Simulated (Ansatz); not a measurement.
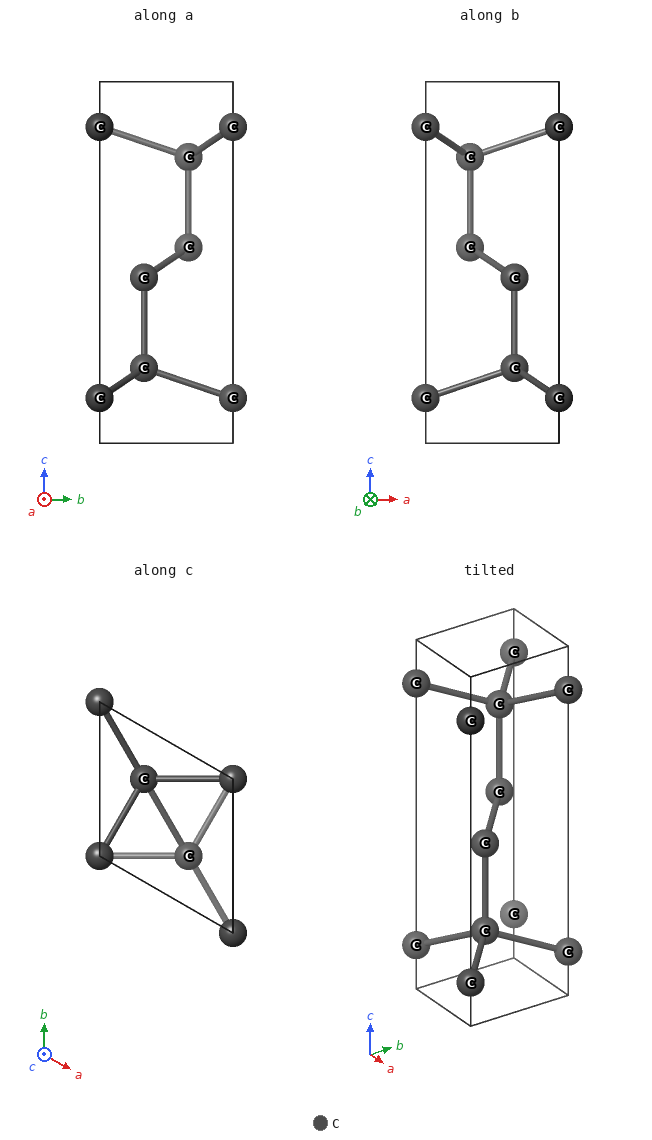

Structure drawing (ball-and-stick), viewed along the a axis, along the b axis, along the c axis and slightly off an axis. The conventional unit cell is drawn as a box.

Lattice parameters: a = 2.618 Å, b = 2.618 Å, c = 6.145 Å, α = 90.00°, β = 90.00°, γ = 120.00°. Put a along x and b in the xy plane.

Convert the drawing into a POSCAR file.

```
C
1.0
     2.618    0.000    0.000
    -1.309    2.267    0.000
     0.000    0.000    6.145
C
6
Direct
  0.3333 0.6667 0.5416
  0.3333 0.6667 0.7917
  0.0000 0.0000 0.8749
  0.0000 0.0000 0.1251
  0.6667 0.3333 0.2083
  0.6667 0.3333 0.4584
```

The starting point was a structure type filled with this element by a generator (whether the element takes this form wasn't checked). The cell was then strained or its atoms displaced on purpose. It went into a calculation with Ansatz.

At this level of theory the cell isn't at rest (stretched, at -34 GPa), so its distances can differ from those at equilibrium, the more so the softer the solid.
